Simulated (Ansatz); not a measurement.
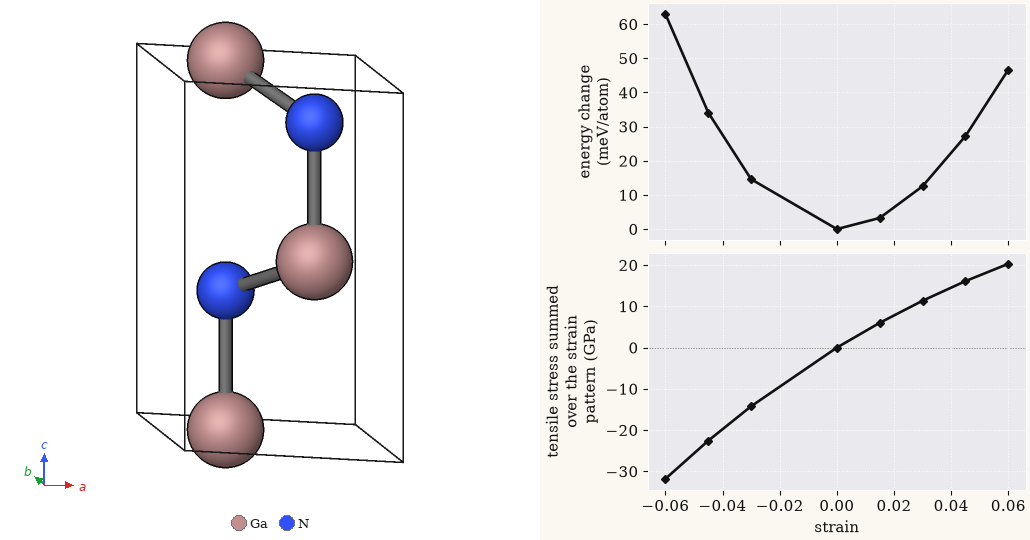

Caption: Energy change and tensile stress summed over the strain pattern against strain for GaN, space group P6_3mc (No. 186). The cell is drawn beside the plot.

The energy rises on both sides of the starting structure, which is therefore a minimum along this path. The energy change is 62.97 meV/atom at strain −0.060 and 46.69 meV/atom at 0.060; the lowest computed point is at strain 0.000 (0.00 meV/atom), and no other minimum shows. The tensile stress summed over the strain pattern rises from −31.8 GPa at strain −0.060 to 20.3 GPa at 0.060, and changes sign near 0.000. The slope of stress against strain at the start, which at zero pressure is the clamped-ion constant C11, is 424 GPa. The second derivative of tensile stress is −3200 GPa.

Method: homogeneous strain of a crystal along one Voigt pattern with engineering shear, fractional coordinates fixed, by plane-wave density functional theory with PAW datasets, free energies less that of the undisturbed cell; scalar-relativistic (Ansatz 0.2.0). Level: r2SCAN, no spin polarisation.

- wave cutoff: 500 eV
- k mesh: 12×12×6
- occupations: Gaussian
- smearing width: 0.05 eV
- k shift: (0, 0, 0) (mesh steps)
- start: relaxed
- strain pattern: (1, 0, 0, 0, 0, 0) (xx yy zz yz xz xy with engineering shear)

The given structure:
```yaml
crystal:
  lattice:
    - [3.18310, 0.00000, 0.00000]
    - [-1.59155, 2.75664, 0.00000]
    - [0.00000, 0.00000, 5.18360]
  atoms:
    - { symbol: Ga, position: [0.33333, 0.66667, 0.99911] }
    - { symbol: Ga, position: [0.66667, 0.33333, 0.49911] }
    - { symbol: N, position: [0.33333, 0.66667, 0.37589] }
    - { symbol: N, position: [0.66667, 0.33333, 0.87589] }
```
